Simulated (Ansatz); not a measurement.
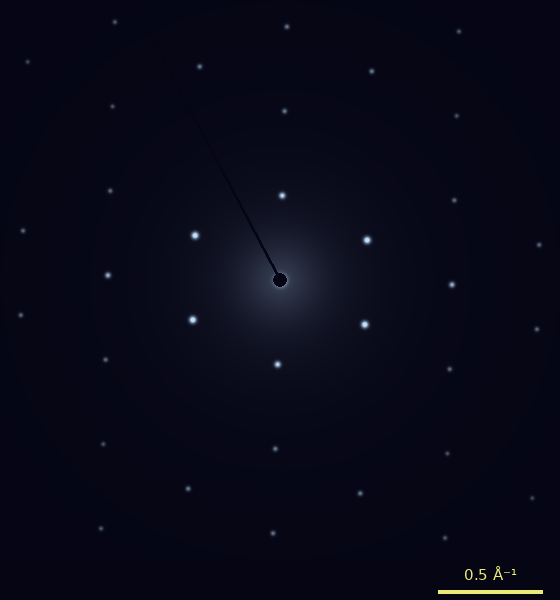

Computed electron diffraction pattern, 200 kV, single scattering only, B = 1 Å².

Candidate phases (model or computed cells):
A. Al, space group Fd-3m (No. 227), a = 6.097 Å
B. Ir, space group P6/mmm (No. 191), a = 4.40 Å, c = 2.72 Å (hexagonal axes)
C. Al, space group C2/c (No. 15), a = 2.82 Å, b = 8.81 Å, c = 2.90 Å, β = 90.61°
D. Al, space group P6_3/mmc (No. 194), a = 2.836 Å, c = 4.573 Å (hexagonal axes)

### Identify the phase and the zone axis.

Candidate D (Al), along [101] or an equivalent direction. The spots form a centred rectangular net whose two shortest vectors correspond to d = 2.46 Å and 2.16 Å, 63.9° apart. They index as 0 1 0 and 1 0 -1; no zone of the other candidates with indices up to 3 has this net. Some points of the net are extinct or too weak to see.
